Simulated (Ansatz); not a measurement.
Single-point calculation of TaN (part 3 of 4)

Continued. System: TaN (P6₃/mmc, 4 atoms in the cell). Method: DFT PBEsol+U, scalar-relativistic, plane waves, PAW, Ueff = 4 eV on Ta atom 1 d; Ueff = 4 eV on Ta atom 2 d, spin-polarised (Ansatz 0.2.0); cutoff 420 eV, 7×7×4 k-mesh, Gaussian smearing of 0.05 eV, collinear spins. The structure derives from an entry of the Crystallography Open Database. It belongs to a series of runs on one base structure; here: from atoms, default search.

Geometry of the input (Å; fractional positions):
```
3.0480  0.0000  0.0000
-1.5240  2.6396  0.0000
0.0000  0.0000  4.9180
Ta 0.0000  0.0000  0.0000
Ta 0.0000  0.0000  0.5000
N  0.3333  0.6667  0.2500
N  0.6667  0.3333  0.7500
```

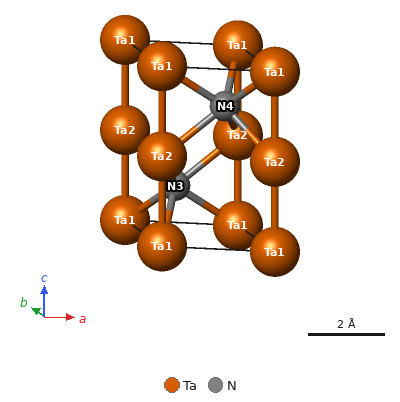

The structure as given in the input (ball-and-stick view of the cell of the calculation, seen slightly off an axis; atoms are numbered from 1 in the order of the input).

## What the program printed, continued
```
SCF iter   1: F=—  HF=-20360.140567 eV  |F-HF|=—  |Δ(HF+E_count)|=         —  Δρ=6.81e-2 (↑5.81e-2 ↓6.81e-2)  dr2=2.09e0  dr2_m=9.77e-1  M=2.622 μB ∫|m|=3.154 μB  β_m=0.30  ethr=3.10e-3  ⟨swp⟩=6.0  Hψ=23628  notcnv=0
preconditioner: auto → none  [insulator: Δε(μ)=0.078 eV  Ē_g=12.700 eV  σ=0.050 eV  W_gap=0.73  n_scr=10 (ndim 8)  ℏωp=26.4 eV  f_vac=0.000  D(μ)=1.30/eV (n_scr^D=8)  ε∞_Penn≈5.3]
SCF iter   2: F=—  HF=-20360.833454 eV  |F-HF|=—  |Δ(HF+E_count)|=   6.93e-1  Δρ=4.27e-2 (↑3.90e-2 ↓4.27e-2)  dr2=3.62e-1  dr2_m=4.79e-1  M=2.622 μB ∫|m|=3.054 μB  β_m=0.47  ethr=3.10e-3  ⟨swp⟩=2.0  Hψ=9102  notcnv=0  defer=415
SCF iter   3: F=—  HF=-20362.042663 eV  |F-HF|=—  |Δ(HF+E_count)|=    1.21e0  Δρ=2.47e-2 (↑2.47e-2 ↓1.99e-2)  dr2=1.66e-1  dr2_m=1.47e-1  M=2.256 μB ∫|m|=2.507 μB  β_m=0.50  ethr=1.01e-3  ⟨swp⟩=2.6  Hψ=9357  notcnv=0  defer=440
SCF iter   4: F=—  HF=-20362.438084 eV  |F-HF|=—  |Δ(HF+E_count)|=         —  Δρ=1.22e-2 (↑1.15e-2 ↓1.22e-2)  dr2=1.05e-2  dr2_m=4.83e-2  M=1.796 μB ∫|m|=1.933 μB  β_m=0.50  ethr=4.62e-4  ⟨swp⟩=2.6  Hψ=9177  notcnv=0  defer=461
Mixer restart at iter 4: flushing history
SCF iter   5: F=—  HF=-20362.511260 eV  |F-HF|=—  |Δ(HF+E_count)|=   7.32e-2  Δρ=9.20e-3 (↑9.20e-3 ↓8.14e-3)  dr2=1.68e-3  dr2_m=2.68e-2  M=1.677 μB ∫|m|=1.761 μB  β_m=0.74  ethr=2.91e-5  ⟨swp⟩=2.5  Hψ=8973  notcnv=0  defer=419
SCF iter   6: F=—  HF=-20362.630081 eV  |F-HF|=—  |Δ(HF+E_count)|=   1.19e-1  Δρ=8.00e-3 (↑6.85e-3 ↓8.00e-3)  dr2=5.78e-2  dr2_m=7.19e-3  M=1.255 μB ∫|m|=1.318 μB  β_m=0.62  ethr=4.66e-6  ⟨swp⟩=3.1  Hψ=10831  notcnv=0  defer=419
SCF iter   7: F=—  HF=-20362.634737 eV  |F-HF|=—  |Δ(HF+E_count)|=   4.66e-3  Δρ=1.94e-3 (↑1.94e-3 ↓1.27e-3)  dr2=1.97e-3  dr2_m=6.01e-4  M=1.252 μB ∫|m|=1.272 μB  β_m=0.72  ethr=4.66e-6  ⟨swp⟩=2.7  Hψ=11480  notcnv=0  defer=481
SCF iter   8: F=—  HF=-20362.638262 eV  |F-HF|=—  |Δ(HF+E_count)|=   3.53e-3  Δρ=1.04e-3 (↑1.04e-3 ↓1.01e-3)  dr2=3.05e-3  dr2_m=1.88e-4  M=1.222 μB ∫|m|=1.238 μB  β_m=0.71  ethr=4.66e-6  ⟨swp⟩=2.3  Hψ=8477  notcnv=0  defer=469
SCF iter   9: F=—  HF=-20362.639262 eV  |F-HF|=—  |Δ(HF+E_count)|=   1.00e-3  Δρ=1.20e-3 (↑1.20e-3 ↓1.12e-3)  dr2=5.22e-3  dr2_m=1.61e-4  M=1.201 μB ∫|m|=1.216 μB  β_m=0.55  ethr=4.66e-6  ⟨swp⟩=2.3  Hψ=7483  notcnv=0  defer=469
SCF iter  10: F=—  HF=-20362.639397 eV  |F-HF|=—  |Δ(HF+E_count)|=   1.35e-4  Δρ=8.42e-4 (↑8.41e-4 ↓8.42e-4)  dr2=7.54e-4  dr2_m=1.98e-4  M=1.165 μB ∫|m|=1.179 μB  β_m=0.72  ethr=4.66e-6  ⟨swp⟩=2.0  Hψ=6075  notcnv=0  defer=469
SCF iter  11: F=—  HF=-20362.643236 eV  |F-HF|=—  |Δ(HF+E_count)|=   3.84e-3  Δρ=1.63e-3 (↑1.55e-3 ↓1.63e-3)  dr2=4.08e-4  dr2_m=8.34e-4  M=1.019 μB ∫|m|=1.037 μB  β_m=0.88  ethr=2.09e-6  ⟨swp⟩=2.4  Hψ=8186  notcnv=0  defer=469
SCF iter  12: F=—  HF=-20362.642543 eV  |F-HF|=—  |Δ(HF+E_count)|=   6.94e-4  Δρ=1.62e-3 (↑1.54e-3 ↓1.62e-3)  dr2=4.53e-4  dr2_m=8.18e-4  M=1.036 μB ∫|m|=1.054 μB  β_m=0.94  ethr=1.13e-6  ⟨swp⟩=1.0  Hψ=4694  notcnv=0  defer=469
SCF iter  13: F=—  HF=-20362.641956 eV  |F-HF|=—  |Δ(HF+E_count)|=   5.87e-4  Δρ=1.56e-3 (↑1.48e-3 ↓1.56e-3)  dr2=3.66e-4  dr2_m=7.58e-4  M=1.052 μB ∫|m|=1.069 μB  β_m=0.86  ethr=1.13e-6  ⟨swp⟩=1.1  Hψ=4667  notcnv=0  defer=469
SCF iter  14: F=—  HF=-20362.643792 eV  |F-HF|=—  |Δ(HF+E_count)|=   1.84e-3  Δρ=1.72e-3 (↑1.61e-3 ↓1.72e-3)  dr2=5.71e-4  dr2_m=8.91e-4  M=1.009 μB ∫|m|=1.026 μB  β_m=0.10  ethr=1.02e-6  ⟨swp⟩=2.3  Hψ=6462  notcnv=0  defer=469
SCF iter  15: F=—  HF=-20362.643159 eV  |F-HF|=—  |Δ(HF+E_count)|=   6.33e-4  Δρ=1.70e-3 (↑1.70e-3 ↓1.63e-3)  dr2=6.65e-4  dr2_m=8.56e-4  M=1.022 μB ∫|m|=1.040 μB  β_m=0.11  ethr=1.02e-6  ⟨swp⟩=2.0  Hψ=7772  notcnv=0  defer=467
SCF iter  16: F=—  HF=-20362.640893 eV  |F-HF|=—  |Δ(HF+E_count)|=   2.27e-3  Δρ=1.25e-3 (↑1.24e-3 ↓1.25e-3)  dr2=2.92e-4  dr2_m=5.03e-4  M=1.088 μB ∫|m|=1.105 μB  β_m=0.29  ethr=1.02e-6  ⟨swp⟩=2.3  Hψ=7978  notcnv=0  defer=467
SCF iter  17: F=—  HF=-20362.637271 eV  |F-HF|=—  |Δ(HF+E_count)|=   3.62e-3  Δρ=1.02e-3 (↑9.30e-4 ↓1.02e-3)  dr2=6.90e-5  dr2_m=3.24e-4  M=1.249 μB ∫|m|=1.262 μB  β_m=0.28  ethr=8.12e-7  ⟨swp⟩=2.3  Hψ=8554  notcnv=0  defer=458
SCF iter  18: F=—  HF=-20362.631837 eV  |F-HF|=—  |Δ(HF+E_count)|=   5.43e-3  Δρ=2.41e-3 (↑2.31e-3 ↓2.41e-3)  dr2=2.15e-4  dr2_m=1.94e-3  M=1.255 μB ∫|m|=1.277 μB  β_m=0.16  ethr=1.92e-7  ⟨swp⟩=2.2  Hψ=9343  notcnv=0  defer=458  recentre
SCF iter  19: F=—  HF=-20362.640510 eV  |F-HF|=—  |Δ(HF+E_count)|=   8.67e-3  Δρ=1.23e-3 (↑1.21e-3 ↓1.23e-3)  dr2=1.67e-4  dr2_m=5.01e-4  M=1.106 μB ∫|m|=1.121 μB  β_m=0.19  ethr=1.92e-7  ⟨swp⟩=3.3  Hψ=11107  notcnv=0  defer=458
SCF iter  20: F=—  HF=-20362.640178 eV  |F-HF|=—  |Δ(HF+E_count)|=   3.31e-4  Δρ=1.12e-3 (↑1.11e-3 ↓1.12e-3)  dr2=8.25e-5  dr2_m=4.27e-4  M=1.121 μB ∫|m|=1.136 μB  β_m=0.36  ethr=1.92e-7  ⟨swp⟩=1.3  Hψ=5148  notcnv=0  defer=458
SCF iter  21: F=—  HF=-20362.639348 eV  |F-HF|=—  |Δ(HF+E_count)|=   8.30e-4  Δρ=8.84e-4 (↑8.73e-4 ↓8.84e-4)  dr2=6.92e-5  dr2_m=2.64e-4  M=1.168 μB ∫|m|=1.181 μB  β_m=0.68  ethr=1.92e-7  ⟨swp⟩=2.6  Hψ=7848  notcnv=0  defer=458
SCF iter  22: F=—  HF=-20362.639199 eV  |F-HF|=—  |Δ(HF+E_count)|=   1.49e-4  Δρ=8.35e-4 (↑8.21e-4 ↓8.35e-4)  dr2=7.32e-5  dr2_m=2.33e-4  M=1.177 μB ∫|m|=1.190 μB  β_m=0.14  ethr=1.92e-7  ⟨swp⟩=1.1  Hψ=4687  notcnv=0  defer=458
SCF iter  23: F=—  HF=-20362.639620 eV  |F-HF|=—  |Δ(HF+E_count)|=   4.21e-4  Δρ=1.04e-3 (↑1.01e-3 ↓1.04e-3)  dr2=1.52e-4  dr2_m=3.49e-4  M=1.152 μB ∫|m|=1.165 μB  β_m=0.49  ethr=1.92e-7  ⟨swp⟩=2.2  Hψ=6581  notcnv=0  defer=458
SCF iter  24: F=—  HF=-20362.641571 eV  |F-HF|=—  |Δ(HF+E_count)|=   1.95e-3  Δρ=1.53e-3 (↑1.50e-3 ↓1.53e-3)  dr2=3.15e-4  dr2_m=7.66e-4  M=1.065 μB ∫|m|=1.081 μB  β_m=0.77  ethr=1.92e-7  ⟨swp⟩=2.2  Hψ=8372  notcnv=0  defer=458  recentre
SCF iter  25: F=—  HF=-20362.640871 eV  |F-HF|=—  |Δ(HF+E_count)|=   7.00e-4  Δρ=1.43e-3 (↑1.41e-3 ↓1.43e-3)  dr2=3.40e-4  dr2_m=6.66e-4  M=1.090 μB ∫|m|=1.105 μB  β_m=0.22  ethr=1.92e-7  ⟨swp⟩=2.1  Hψ=6877  notcnv=0  defer=458
SCF iter  26: F=—  HF=-20362.642046 eV  |F-HF|=—  |Δ(HF+E_count)|=   1.17e-3  Δρ=1.51e-3 (↑1.42e-3 ↓1.51e-3)  dr2=1.54e-4  dr2_m=7.32e-4  M=1.047 μB ∫|m|=1.065 μB  β_m=0.66  ethr=1.92e-7  ⟨swp⟩=2.2  Hψ=8405  notcnv=0  defer=458
SCF iter  27: F=—  HF=-20362.638778 eV  |F-HF|=—  |Δ(HF+E_count)|=   3.27e-3  Δρ=8.46e-4 (↑6.54e-4 ↓8.46e-4)  dr2=8.42e-5  dr2_m=1.74e-4  M=1.185 μB ∫|m|=1.199 μB  β_m=0.93  ethr=1.92e-7  ⟨swp⟩=2.5  Hψ=8945  notcnv=0  defer=458
SCF iter  28: F=—  HF=-20362.636967 eV  |F-HF|=—  |Δ(HF+E_count)|=   1.81e-3  Δρ=1.16e-3 (↑1.09e-3 ↓1.16e-3)  dr2=1.59e-4  dr2_m=4.23e-4  M=1.252 μB ∫|m|=1.265 μB  β_m=0.58  ethr=1.92e-7  ⟨swp⟩=2.4  Hψ=9109  notcnv=0  defer=458
SCF iter  29: F=—  HF=-20362.638123 eV  |F-HF|=—  |Δ(HF+E_count)|=   1.16e-3  Δρ=7.51e-4 (↑7.00e-4 ↓7.51e-4)  dr2=5.58e-5  dr2_m=1.77e-4  M=1.232 μB ∫|m|=1.244 μB  β_m=0.55  ethr=1.92e-7  ⟨swp⟩=2.0  Hψ=8039  notcnv=0  defer=458
SCF iter  30: F=—  HF=-20362.639764 eV  |F-HF|=—  |Δ(HF+E_count)|=   1.64e-3  Δρ=1.02e-3 (↑1.01e-3 ↓1.02e-3)  dr2=1.34e-4  dr2_m=3.44e-4  M=1.144 μB ∫|m|=1.158 μB  β_m=0.73  ethr=1.55e-7  ⟨swp⟩=2.7  Hψ=8898  notcnv=0  defer=458
SCF iter  31: F=—  HF=-20362.642865 eV  |F-HF|=—  |Δ(HF+E_count)|=   3.10e-3  Δρ=1.66e-3 (↑1.62e-3 ↓1.66e-3)  dr2=3.13e-4  dr2_m=9.12e-4  M=1.029 μB ∫|m|=1.045 μB  β_m=0.95  ethr=1.55e-7  ⟨swp⟩=2.6  Hψ=8876  notcnv=0  defer=458  recentre
SCF iter  32: F=—  HF=-20362.638095 eV  |F-HF|=—  |Δ(HF+E_count)|=   4.77e-3  Δρ=7.46e-4 (↑6.93e-4 ↓7.46e-4)  dr2=5.17e-5  dr2_m=1.74e-4  M=1.233 μB ∫|m|=1.245 μB  β_m=0.27  ethr=1.55e-7  ⟨swp⟩=3.0  Hψ=10248  notcnv=0  defer=458
SCF iter  33: F=—  HF=-20362.637041 eV  |F-HF|=—  |Δ(HF+E_count)|=   1.05e-3  Δρ=1.11e-3 (↑1.07e-3 ↓1.11e-3)  dr2=1.10e-4  dr2_m=4.04e-4  M=1.251 μB ∫|m|=1.264 μB  β_m=0.52  ethr=1.44e-7  ⟨swp⟩=2.0  Hψ=8307  notcnv=0  defer=437
SCF iter  34: F=—  HF=-20362.634092 eV  |F-HF|=—  |Δ(HF+E_count)|=   2.95e-3  Δρ=2.07e-3 (↑2.00e-3 ↓2.07e-3)  dr2=4.55e-4  dr2_m=1.41e-3  M=1.255 μB ∫|m|=1.273 μB  β_m=0.76  ethr=1.44e-7  ⟨swp⟩=2.4  Hψ=8591  notcnv=0  defer=437  recentre
SCF iter  35: F=—  HF=-20362.634443 eV  |F-HF|=—  |Δ(HF+E_count)|=   3.50e-4  Δρ=2.00e-3 (↑1.93e-3 ↓2.00e-3)  dr2=4.47e-4  dr2_m=1.30e-3  M=1.255 μB ∫|m|=1.272 μB  β_m=0.29  ethr=1.44e-7  ⟨swp⟩=1.0  Hψ=5314  notcnv=0  defer=413
SCF iter  36: F=—  HF=-20362.637302 eV  |F-HF|=—  |Δ(HF+E_count)|=   2.86e-3  Δρ=1.02e-3 (↑9.86e-4 ↓1.02e-3)  dr2=1.15e-4  dr2_m=3.41e-4  M=1.250 μB ∫|m|=1.262 μB  β_m=0.65  ethr=1.44e-7  ⟨swp⟩=2.4  Hψ=8519  notcnv=0  defer=413
SCF iter  37: F=—  HF=-20362.632545 eV  |F-HF|=—  |Δ(HF+E_count)|=   4.76e-3  Δρ=2.46e-3 (↑2.39e-3 ↓2.46e-3)  dr2=6.95e-4  dr2_m=1.99e-3  M=1.255 μB ∫|m|=1.275 μB  β_m=0.82  ethr=1.44e-7  ⟨swp⟩=2.6  Hψ=9206  notcnv=0  defer=389  recentre
SCF iter  38: F=—  HF=-20362.631800 eV  |F-HF|=—  |Δ(HF+E_count)|=   7.45e-4  Δρ=2.62e-3 (↑2.55e-3 ↓2.62e-3)  dr2=7.73e-4  dr2_m=2.26e-3  M=1.255 μB ∫|m|=1.277 μB  β_m=0.19  ethr=1.44e-7  ⟨swp⟩=1.6  Hψ=5399  notcnv=0  defer=389
SCF iter  39: F=—  HF=-20362.634630 eV  |F-HF|=—  |Δ(HF+E_count)|=   2.83e-3  Δρ=2.04e-3 (↑2.01e-3 ↓2.04e-3)  dr2=6.56e-4  dr2_m=1.36e-3  M=1.255 μB ∫|m|=1.271 μB  β_m=0.51  ethr=1.44e-7  ⟨swp⟩=2.0  Hψ=8272  notcnv=0  defer=389
SCF iter  40: F=—  HF=-20362.638870 eV  |F-HF|=—  |Δ(HF+E_count)|=   4.24e-3  Δρ=7.75e-4 (↑7.71e-4 ↓7.75e-4)  dr2=1.01e-4  dr2_m=1.96e-4  M=1.198 μB ∫|m|=1.209 μB  β_m=0.55  ethr=1.44e-7  ⟨swp⟩=3.0  Hψ=9534  notcnv=0  defer=389
SCF iter  41: F=—  HF=-20362.639566 eV  |F-HF|=—  |Δ(HF+E_count)|=   6.97e-4  Δρ=9.77e-4 (↑9.69e-4 ↓9.77e-4)  dr2=1.54e-4  dr2_m=3.12e-4  M=1.155 μB ∫|m|=1.168 μB  β_m=0.57  ethr=1.44e-7  ⟨swp⟩=2.4  Hψ=8324  notcnv=0  defer=389
SCF iter  42: F=—  HF=-20362.640273 eV  |F-HF|=—  |Δ(HF+E_count)|=   7.06e-4  Δρ=1.21e-3 (↑1.20e-3 ↓1.21e-3)  dr2=2.17e-4  dr2_m=4.82e-4  M=1.117 μB ∫|m|=1.132 μB  β_m=0.23  ethr=1.44e-7  ⟨swp⟩=2.5  Hψ=7329  notcnv=0  defer=389
SCF iter  43: F=—  HF=-20362.638948 eV  |F-HF|=—  |Δ(HF+E_count)|=   1.32e-3  Δρ=7.81e-4 (↑7.73e-4 ↓7.81e-4)  dr2=9.68e-5  dr2_m=1.99e-4  M=1.193 μB ∫|m|=1.205 μB  β_m=0.07  ethr=1.44e-7  ⟨swp⟩=2.1  Hψ=8471  notcnv=0  defer=389
SCF iter  44: F=—  HF=-20362.638796 eV  |F-HF|=—  |Δ(HF+E_count)|=   1.52e-4  Δρ=7.49e-4 (↑7.41e-4 ↓7.49e-4)  dr2=8.75e-5  dr2_m=1.83e-4  M=1.202 μB ∫|m|=1.214 μB  β_m=0.63  ethr=1.44e-7  ⟨swp⟩=1.1  Hψ=5471  notcnv=0  defer=389
SCF iter  45: F=—  HF=-20362.638045 eV  |F-HF|=—  |Δ(HF+E_count)|=   7.51e-4  Δρ=7.75e-4 (↑7.51e-4 ↓7.75e-4)  dr2=7.61e-5  dr2_m=1.95e-4  M=1.237 μB ∫|m|=1.248 μB  β_m=0.39  ethr=1.44e-7  ⟨swp⟩=2.0  Hψ=7926  notcnv=0  defer=389
SCF iter  46: F=—  HF=-20362.637149 eV  |F-HF|=—  |Δ(HF+E_count)|=   8.96e-4  Δρ=1.12e-3 (↑1.09e-3 ↓1.12e-3)  dr2=1.77e-4  dr2_m=4.06e-4  M=1.251 μB ∫|m|=1.263 μB  β_m=0.42  ethr=1.44e-7  ⟨swp⟩=2.1  Hψ=8042  notcnv=0  defer=389
SCF iter  47: F=—  HF=-20362.635076 eV  |F-HF|=—  |Δ(HF+E_count)|=   2.07e-3  Δρ=1.87e-3 (↑1.83e-3 ↓1.87e-3)  dr2=4.87e-4  dr2_m=1.13e-3  M=1.255 μB ∫|m|=1.271 μB  β_m=0.91  ethr=1.44e-7  ⟨swp⟩=2.1  Hψ=8497  notcnv=0  defer=389  recentre
SCF iter  48: F=—  HF=-20362.635188 eV  |F-HF|=—  |Δ(HF+E_count)|=   1.12e-4  Δρ=1.83e-3 (↑1.80e-3 ↓1.83e-3)  dr2=4.67e-4  dr2_m=1.10e-3  M=1.255 μB ∫|m|=1.270 μB  β_m=0.12  ethr=1.44e-7  ⟨swp⟩=1.0  Hψ=4860  notcnv=0  defer=389
SCF iter  49: F=—  HF=-20362.636144 eV  |F-HF|=—  |Δ(HF+E_count)|=   9.56e-4  Δρ=1.52e-3 (↑1.49e-3 ↓1.52e-3)  dr2=3.43e-4  dr2_m=7.53e-4  M=1.254 μB ∫|m|=1.268 μB  β_m=0.21  ethr=1.44e-7  ⟨swp⟩=2.2  Hψ=6836  notcnv=0  defer=389
SCF iter  50: F=—  HF=-20362.638014 eV  |F-HF|=—  |Δ(HF+E_count)|=   1.87e-3  Δρ=7.99e-4 (↑7.83e-4 ↓7.99e-4)  dr2=9.81e-5  dr2_m=2.07e-4  M=1.238 μB ∫|m|=1.249 μB  β_m=0.27  ethr=1.44e-7  ⟨swp⟩=2.4  Hψ=8567  notcnv=0  defer=389
SCF iter  51: F=—  HF=-20362.680814 eV  |F-HF|=—  |Δ(HF+E_count)|=         —  Δρ=8.58e-3 (↑8.58e-3 ↓8.33e-3)  dr2=5.97e-4  dr2_m=2.57e-2  M=0.680 μB ∫|m|=0.758 μB  β_m=0.27  ethr=1.44e-7  ⟨swp⟩=2.6  Hψ=8931  notcnv=0  defer=389
Mixer restart at iter 51: flushing history
SCF iter  52: F=—  HF=-20362.679424 eV  |F-HF|=—  |Δ(HF+E_count)|=   1.39e-3  Δρ=6.84e-3 (↑6.84e-3 ↓6.71e-3)  dr2=2.45e-4  dr2_m=1.65e-2  M=0.644 μB ∫|m|=0.719 μB  β_m=0.56  ethr=1.44e-7  ⟨swp⟩=2.7  Hψ=9442  notcnv=0  defer=389
SCF iter  53: F=—  HF=-20362.725391 eV  |F-HF|=—  |Δ(HF+E_count)|=         —  Δρ=8.15e-3 (↑8.15e-3 ↓7.13e-3)  dr2=1.38e-3  dr2_m=2.08e-2  M=0.120 μB ∫|m|=0.236 μB  β_m=0.64  ethr=1.44e-7  ⟨swp⟩=3.1  Hψ=13364  notcnv=0  defer=422
Mixer restart at iter 53: flushing history
SCF iter  54: F=—  HF=-20362.724049 eV  |F-HF|=—  |Δ(HF+E_count)|=   1.34e-3  Δρ=4.27e-3 (↑4.27e-3 ↓3.88e-3)  dr2=1.14e-4  dr2_m=5.97e-3  M=0.073 μB ∫|m|=0.148 μB  β_m=0.82  ethr=1.44e-7  ⟨swp⟩=3.4  Hψ=12770  notcnv=0  defer=416
SCF iter  55: F=—  HF=-20362.724156 eV  |F-HF|=—  |Δ(HF+E_count)|=   1.07e-4  Δρ=8.04e-4 (↑8.04e-4 ↓6.55e-4)  dr2=1.09e-4  dr2_m=1.75e-4  M=0.035 μB ∫|m|=0.047 μB  β_m=0.86  ethr=1.44e-7  ⟨swp⟩=3.2  Hψ=13005  notcnv=0  defer=421
an SCF from ferromagnetic starting moments (3.00, 3.00, 0.00, 0.00 Bohr magnetons, atom by atom) was given up at its iteration 55, 0.01 meV above the state that the run had reached, since its moments had collapsed: that state stands; the SCF set out from the atoms and, under a Hubbard term, can stand on another filling of the shells than the run's state, so that by this SCF it is not known whether that order lies lower
WARN: the starting moments were not kept: the SCF closed with an absolute magnetisation of 8.0e-6 μB, where they sum to 4 μB in size (2 sites). That is at most 0.1 of that sum. Measured as dr2_m measures the in/out step, that magnetisation stands 6.5e-12 eV from none, at or under the dr2_threshold of 1.0e-7 eV: it is no larger than a step whose dr2_m would equal this threshold. The system may hold no moment; this SCF shows only that its start led to no more than that. To try another start: raise the starting moments (crystal.atoms[].spin, magnetization.per_species, magnetization.initial_magnetization, or on a non-collinear deck that types none of these the spinor_matrix: blocks that start its atoms; where the total moment is fixed, keep their sum and leave initial_magnetization as it is; typed ones take the place of any that the run laid by itself, positive ones on a crystal's lanthanoids without a Hubbard term where scf.initial_density.shell_occupations: [] is typed) or, if the notice of its spin-set hold's release reads "site moments contracting" or "site moments show no strong build", lengthen the hold (scf.mixing.spin_hold: { on: { confirm: 4 } }; for m-r²SCAN on two components see the key's manual first). Each may lead to a state that holds a moment. A second SCF, from the converged charge density, with the starting moments and any scf.initial_density.shell_occupations laid on it anew, would have followed, and was not run: the deck does not ask for one (magnetization.retry_lost_moments is false, the default). To let it run, set magnetization.retry_lost_moments: true and run the deck again, where that key's refused combinations let it; where memory then withholds it, that run's warning says so.
SCF converged after 70 iterations
Magnetization: 0.0000 μB (18.0000 up, 18.0000 down)
Absolute magnetization: 0.0000 μB (∫|ρ↑−ρ↓|, with the PAW one-centre terms)
Spin contamination: 0.0000 ħ² per cell (⟨S²⟩ above its minimum at these occupations)
Per-site moments (μB) at R_I (Å): [(1.438025073617481e-6, 0.8855253724830552), (1.4380250735987265e-6, 0.8855253724830553), (-3.9248928928627544e-7, 0.8855253724830553), (-3.9248928926905753e-7, 0.8855253724830552)]
Free energy (F): -20362.724163 eV
Harris-Foulkes:  -20362.724163 eV  (|F-HF|=1.09e-11)
Internal energy: -20362.722374 eV  (E = F + TS)
E sigma→0 (E₀):  -20362.723269 eV
Entropy (-TS):   -0.001789 eV (-0.447 meV/atom)
Fermi energy:    23.087819 eV
```
